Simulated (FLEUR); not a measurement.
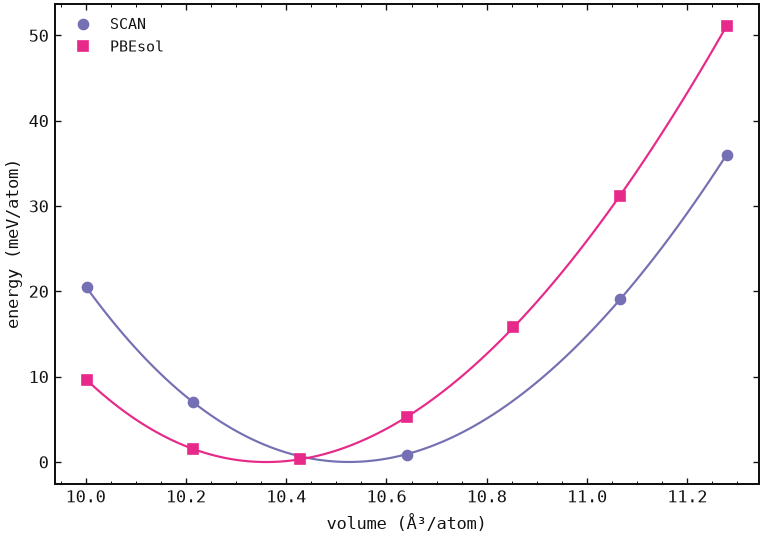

The figure shows the energy against volume, with one curve for each functional, for Co (space group P6_3/mmc).

Computed with FLEUR MaX-R8.1 (later development tree): all-electron LAPW DFT, collinear spins; energies at scaled volumes of the given cell, shape and fractions fixed, counted from the fit's minimum, third-order Birch-Murnaghan fit. All runs: collinear spin.

```tsv
setting	value
k mesh	12×12×7
occupations	Fermi–Dirac
smearing width	0.05 eV
potentials	all electron
```

### Order the curves by fitted equilibrium volume, smallest first.

PBEsol 10.360, SCAN 10.525 Å³/atom.

Keep in mind: shape and atomic fractions are frozen while scaling, which makes layered, chain and framework solids too stiff.
